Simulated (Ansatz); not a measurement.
System: Ni₃Ge, space group Pm-3m (No. 221).

Starting cell:
```cif
data_structure
_symmetry_space_group_name_H-M 'P 1'
_symmetry_Int_Tables_number 1
_cell_length_a 3.5303
_cell_length_b 3.5303
_cell_length_c 3.5303
_cell_angle_alpha 90.000
_cell_angle_beta 90.000
_cell_angle_gamma 90.000
_cell_volume 44.00
loop_
_atom_site_label
_atom_site_type_symbol
_atom_site_fract_x
_atom_site_fract_y
_atom_site_fract_z
_atom_site_occupancy
Ge1 Ge 0.00000 0.00000 0.00000 1
Ni1 Ni 0.50000 0.50000 0.00000 1
Ni2 Ni 0.00000 0.50000 0.50000 1
Ni3 Ni 0.50000 0.00000 0.50000 1
```

Calculation (Ansatz 0.2.0): all-electron LAPW DFT, collinear spins; energies at scaled volumes of the given cell, shape and fractions fixed, counted from the fit's minimum, third-order Birch-Murnaghan fit. Level: LDA, collinear spin.

k mesh 8×8×8; occupations Fermi–Dirac; smearing width 0.05 eV; potentials all electron LAPW, scalar relativistic; program settings basis error eV/atom 0.002.

What does the calculation give for the energy and pressure against volume? The volume takes the values 10.34, 10.56, 10.78, 11.00, 11.22, 11.44, 11.66 Å³/atom.

A third-order Birch–Murnaghan fit gives V0 = 10.62 Å³/atom, B0 = 238 GPa and B′ = 4.9. The energy is 5.59 meV/atom at volume 10.34 Å³/atom and 63.60 meV/atom at 11.66 Å³/atom; the lowest computed point is at volume 10.56 Å³/atom (0.22 meV/atom). The pressure falls from 6.68 GPa at volume 10.34 Å³/atom to −17.79 GPa at 11.66 Å³/atom, and changes sign near 10.62 Å³/atom.

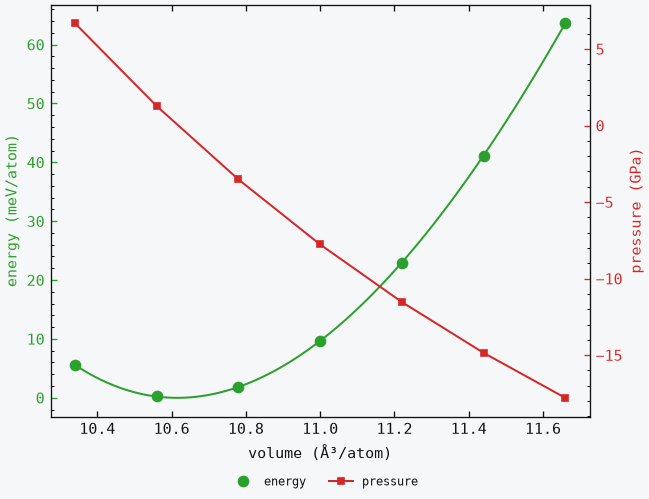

Limits of the calculation: the program warns: seeded moment not kept.
